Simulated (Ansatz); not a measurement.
## Run report: Zr$_{2}$O, geometry relaxation (part 1 of 2)

Zr$_{2}$O (P6₃/mmc, 6 atoms in the cell), computed with DFT PBEsol, scalar-relativistic, plane waves, PAW, no spin polarisation (Ansatz 0.2.0).

The structure was made by swapping elements on the sites of another compound; it need not be a known phase. It belongs to a series of runs on one base structure; here: Hf -> Zr, S -> O on all its sites, cell and atoms relaxed.

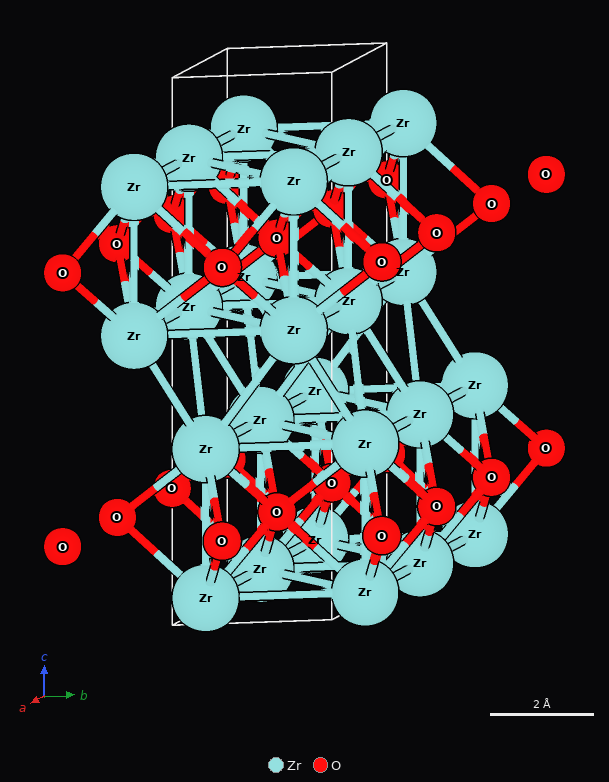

The structure as given in the input (ball-and-stick view of the cell of the calculation, repeated 3 × 2 × 1, seen slightly off an axis). An atom can appear more than once, as a periodic image. Near neighbours in the periodic cell (some may lie outside the picture): Zr has 3 O at 2.36 Å and 10 Zr at 2.97 to 3.17 Å; O has 6 Zr at 2.36 Å.

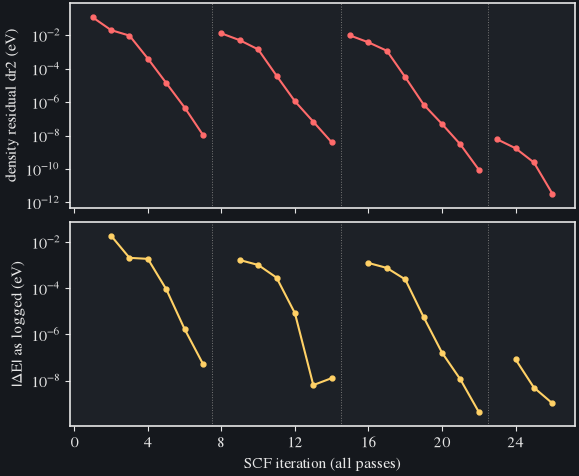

Convergence of the self-consistent field: density residual dr2 and size of the energy change against the SCF iteration. The dotted lines part the SCF passes of the relaxation: geometry steps, rejected trials and re-solves on a re-selected basis. The passes take 7, 7, 8 and 4 iterations.

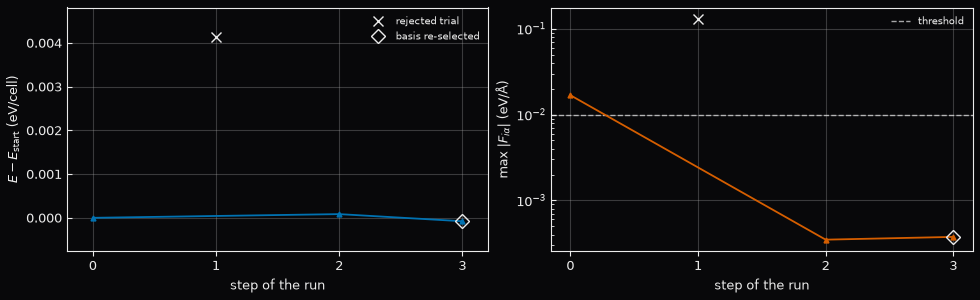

Progress of the relaxation, step by step (the first geometry is step 0 here and step 1 in the log). The energy rises by 0.1 meV per cell of the calculation in 2 geometry steps. Largest force component: 0.017 eV/Å at the start, 0.00038 eV/Å at the end. Pressure: 0.14 GPa at the start and 0.00 GPa at the end. The line search rejected the trial step at point 1 (counted from 0) and went back. The atoms keep their places relative to the cell (all moves are under 0.005 Å). The volume changes by +0.1 %, with a = b 3.173 → 3.174 Å (0.0 %), c 10.911 → 10.912 Å (0.0 %). The space group stays P6_3/mmc (No. 194). A last SCF at the same geometry on a re-selected plane-wave basis shifts the energy by −0.2 meV per cell of the calculation. (Atoms are counted from 1 in the order of the input.)

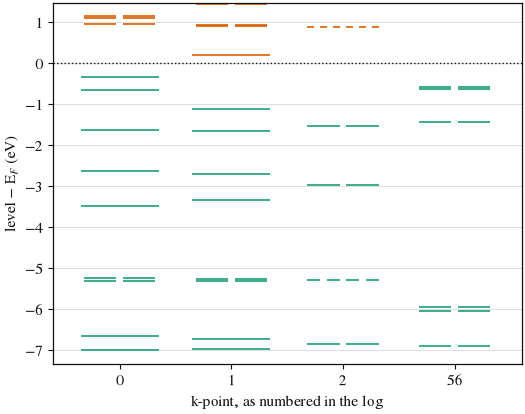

Kohn–Sham levels near the Fermi level (dotted) at the few k-points that the log prints; levels within 0.02 eV of each other stand side by side. The system is metallic on the full mesh.

The input that produced these results follows, with the program's output.

### The input
```yaml
crystal:
  lattice:
    - [3.1728260571, 0.0, 0.0]
    - [-1.5864130286, 2.7477479672, 0.0]
    - [0.0, 0.0, 10.9106566916]
  atoms:
    - { symbol: Zr, position: [0.6666666667, 0.3333333333, 0.8859930852] }
    - { symbol: Zr, position: [0.3333333333, 0.6666666667, 0.3859930852] }
    - { symbol: Zr, position: [0.6666666667, 0.3333333333, 0.6140069148] }
    - { symbol: Zr, position: [0.3333333333, 0.6666666667, 0.1140069148] }
    - { symbol: O, position: [0.0, 0.0, 0.75] }
    - { symbol: O, position: [0.0, 0.0, 0.25] }
basis:
  ecutwfc: 420
kpoints:
  mp_grid: { grid: [12, 12, 4] }
hamiltonian:
  xc: pbesol
scf:
  occupations: { method: gaussian, width: 0.1 }
output:
  forces: true
  stress: true
  eigenvalues: true
relax:
  adjacent_minimum: "off"
  f_tol: 0.01
  max_steps: 60
  cell: { stress_tol: 0.1 }
```

Launched with:
```bash
ansatz run input.yaml --threads 1 --pin off --max-ram 2560MiB --backend cpu --events-out ev --progress --plain --runs-dir out
```

### The program's output
```
Engine: ansatz 0.2.0, x86_64-unknown-linux-gnu
Pseudopotentials: kind: paw
Pseudopotential: Zr, paw, valence charge 12, recommended cutoff 420 eV (normal), Zr.paw.azcp
Pseudopotential: O, paw, valence charge 6, recommended cutoff 420 eV (normal), O.paw.azcp
Functional definition: PBEsol
  exchange = pbesol_x
  correlation = pbesol_c
Crystal: 6 atoms, lattice volume = 95.120 Å³
Basis set: ecut = 420 eV, 1837 PW (Γ), exchange–correlation on 48×48×150 points (8 copies of the dense FFT grid, shifted against one another)
Bands: 36, of which v1, the nominal top of the filled ones, is band 30 counted from 1 (29 counted from 0)
Symmetry: 24 space group operations
Space group: P63/mmc (ITA 194), of the structure as read, at distance tolerance 4.6e-5 Å
k-points: 57 of 576
Non-local potential: Zr, projectors of the file, l = 0: 3, l = 1: 2, l = 2: 2, l = 3: 2
Non-local potential: O, projectors of the file, l = 0: 2, l = 1: 2, l = 2: 1
PAW form: soft (Blöchl's): semilocal exchange-correlation on the pseudo side does not see the compensation charge
PAW frozen core: Zr, regenerated for the run's functional, and the local potential with it (the file was generated under x = pbe(κ = 0.804, μ = 0.2195149727645171), c = pbe(β = 0.06672455060314922))
PAW frozen core: O, regenerated for the run's functional, and the local potential with it (the file was generated under x = pbe(κ = 0.804, μ = 0.2195149727645171), c = pbe(β = 0.06672455060314922))
PAW one-centre angular grid: Zr, 590 points (default); XC on 64 Gauss nodes
PAW one-centre angular grid: O, 110 points (default); XC on 64 Gauss nodes
Initial density: superposition of atomic densities (neutral atoms: chi_scale 0, normalization atom), corrected by the library's trained network
Initial wavefunctions: pseudopotential atomic-orbital guess
Functional: x = pbesol(κ = 0.804, μ = 0.12345679012345678), c = pbesol(β = 0.046)
SCF iter   1: F=—  HF=-17641.128340 eV  |F-HF|=—  |Δ(HF+E_count)|=         —  Δρ=1.05e-2  dr2=1.16e-1  ethr=1.77e-3  ⟨swp⟩=4.5  Hψ=7803  notcnv=0
preconditioner: auto → Kerker (q_TF=auto, 2.527 Å⁻¹)  [metal: Δε(μ)=0.024 eV  Ē_g=7.502 eV  σ=0.100 eV  W_gap=0.14  n_scr=26 (ndim 8)  ℏωp=20.1 eV  f_vac=0.000  D(μ)=2.56/eV (n_scr^D=6)]
SCF iter   2: F=—  HF=-17641.109557 eV  |F-HF|=—  |Δ(HF+E_count)|=   1.88e-2  Δρ=3.97e-3  dr2=2.00e-2  ethr=1.93e-4  ⟨swp⟩=2.0  Hψ=3231  notcnv=0  defer=25
SCF iter   3: F=—  HF=-17641.107487 eV  |F-HF|=—  |Δ(HF+E_count)|=   2.07e-3  Δρ=2.09e-3  dr2=9.41e-3  ethr=3.33e-5  ⟨swp⟩=1.0  Hψ=1982  notcnv=0  defer=25
SCF iter   4: F=—  HF=-17641.105619 eV  |F-HF|=—  |Δ(HF+E_count)|=   1.87e-3  Δρ=5.25e-4  dr2=3.99e-4  ethr=1.57e-5  ⟨swp⟩=2.0  Hψ=2433  notcnv=0  defer=25
SCF iter   5: F=—  HF=-17641.105528 eV  |F-HF|=—  |Δ(HF+E_count)|=   9.05e-5  Δρ=1.10e-4  dr2=1.38e-5  ethr=6.65e-7  ⟨swp⟩=2.0  Hψ=2646  notcnv=0  defer=25
SCF iter   6: F=—  HF=-17641.105527 eV  |F-HF|=—  |Δ(HF+E_count)|=   1.69e-6  Δρ=2.55e-5  dr2=4.74e-7  ethr=2.30e-8  ⟨swp⟩=2.0  Hψ=2652  notcnv=0  defer=26
SCF iter   7: F=-17641.105527 eV  HF=-17641.105527 eV  |F-HF|=8.62e-10  |Δ(HF+E_count)|=   5.22e-8  Δρ=3.98e-6  dr2=1.08e-8  ethr=1.67e-10  ⟨swp⟩=9.1  Hψ=8841  notcnv=0
SCF 1 converged in 7 iterations: F = -17641.105527 eV  dr2 = 1.08e-8
  greatest PAW one-centre occupation: 0.996 electrons in one spin orbital (limit 2), on the Zr atom at site 3 (counted from 0), in its partial waves of l = 0
relax step   1: F+E_penalty+E_count = -17641.10552665 eV  Δ(F+E_penalty+E_count) = +0.000e0 eV  max|allowed force component| = 1.683e-2 eV/Å  Δτ_max = 0.0000 Å  P = +0.143 GPa  Ω = 95.120 Å³  (7 SCF iters, dr2 threshold 1.00e-7 eV, accepted)
Crystal: 6 atoms, lattice volume = 95.719 Å³
Basis set: ecut = 420 eV, 1861 PW (Γ), exchange–correlation on 48×48×150 points (8 copies of the dense FFT grid, shifted against one another)
Initial density: handed on by an earlier stage of this run
Initial wavefunctions: those handed on with the density
iter 1 solved again at ethr=2.25e-5 eV; its pass at ethr=3.10e-3 eV (dr2=1.35e-2 eV) is discarded
SCF iter   1: F=—  HF=-17641.104363 eV  |F-HF|=—  |Δ(HF+E_count)|=         —  Δρ=1.88e-3  dr2=1.28e-2  ethr=2.25e-5  ⟨swp⟩=1.2  Hψ=7746  notcnv=0
preconditioner: auto → Kerker (q_TF=auto, 2.524 Å⁻¹)  [metal: Δε(μ)=0.031 eV  Ē_g=7.602 eV  σ=0.100 eV  W_gap=0.17  n_scr=26 (ndim 8)  ℏωp=20.1 eV  f_vac=0.000  D(μ)=3.03/eV (n_scr^D=26)]
SCF iter   2: F=—  HF=-17641.102706 eV  |F-HF|=—  |Δ(HF+E_count)|=   1.66e-3  Δρ=1.07e-3  dr2=4.99e-3  ethr=2.13e-5  ⟨swp⟩=1.2  Hψ=2070  notcnv=0
SCF iter   3: F=—  HF=-17641.101687 eV  |F-HF|=—  |Δ(HF+E_count)|=   1.02e-3  Δρ=9.00e-4  dr2=1.41e-3  ethr=8.32e-6  ⟨swp⟩=2.0  Hψ=2700  notcnv=0
SCF iter   4: F=—  HF=-17641.101398 eV  |F-HF|=—  |Δ(HF+E_count)|=   2.88e-4  Δρ=2.14e-4  dr2=3.79e-5  ethr=2.36e-6  ⟨swp⟩=2.0  Hψ=2710  notcnv=0
SCF iter   5: F=—  HF=-17641.101390 eV  |F-HF|=—  |Δ(HF+E_count)|=   8.26e-6  Δρ=3.45e-5  dr2=1.12e-6  ethr=6.31e-8  ⟨swp⟩=2.0  Hψ=2656  notcnv=0
SCF iter   6: F=—  HF=-17641.101390 eV  |F-HF|=—  |Δ(HF+E_count)|=   6.36e-9  Δρ=8.43e-6  dr2=6.70e-8  ethr=1.87e-9  ⟨swp⟩=2.0  Hψ=2655  notcnv=0
SCF iter   7: F=-17641.101390 eV  HF=-17641.101390 eV  |F-HF|=2.76e-10  |Δ(HF+E_count)|=   1.27e-8  Δρ=2.08e-6  dr2=3.95e-9  ethr=1.08e-10  ⟨swp⟩=4.3  Hψ=6434  notcnv=0
SCF 2 converged in 7 iterations: F = -17641.101390 eV  dr2 = 3.95e-9
relax step   2: F+E_penalty+E_count = -17641.10139001 eV  Δ(F+E_penalty+E_count) = +4.137e-3 eV  max|allowed force component| = 1.315e-1 eV/Å  Δτ_max = 0.0074 Å  P = -0.853 GPa  Ω = 95.719 Å³  energy of the carried Pulay correction = -1.060e-3 eV  (7 SCF iters, dr2 threshold 6.51e-8 eV, rejected (line search))
Crystal: 6 atoms, lattice volume = 95.207 Å³
iter 1 solved again at ethr=1.71e-5 eV; its pass at ethr=3.10e-3 eV (dr2=1.03e-2 eV) is discarded
```
